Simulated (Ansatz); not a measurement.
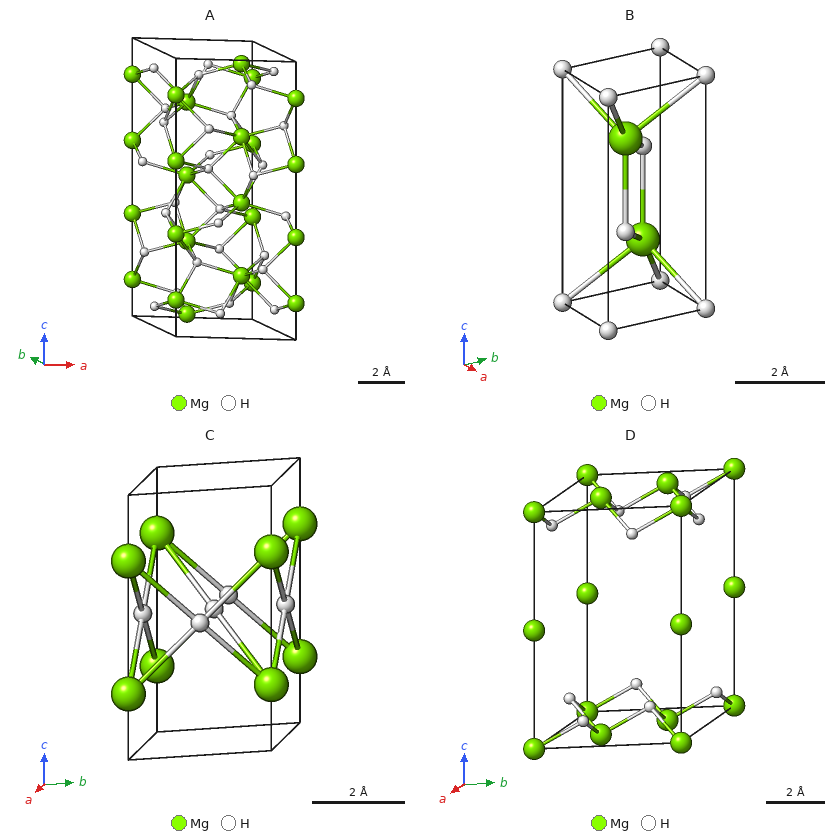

Four structures of Mg₂H₃, each relaxed to rest (conventional cells in solid outline, small ones repeated, each panel with its own scale). Method: Ansatz, DFT PBE, scalar-relativistic, plane waves, PAW, without spin polarisation.

What are the structures shown?

A: 30 atoms a cell on a rhombohedral (trigonal R) lattice, R-3c; B: 5 atoms a cell on a primitive hexagonal lattice, P-3m1; C: 5 atoms a cell on a primitive hexagonal lattice, P6/mmm; D: 10 atoms a cell on a primitive hexagonal lattice, P-31m.

Rank them by energy, lowest first.

B, then D (+22 meV/atom), A (+57 meV/atom) and C (+589 meV/atom), energies at zero smearing.

Collect the results in a table.

| panel | structure | E − E(lowest) (meV/atom) | volume (Å³/atom) | gap (eV) |
| --- | --- | --- | --- | --- |
| B | P-3m1 | 0 | 10.1 | metal |
| D | P-31m | 22 | 20.3 | 1.72 |
| A | R-3c | 57 | 10.5 | metal |
| C | P6/mmm | 589 | 11.3 | metal |

Some of these may be structure types tried for this composition rather than known phases, and the most stable form need not be among them. Gaps are taken on the k-mesh or band path of each run.
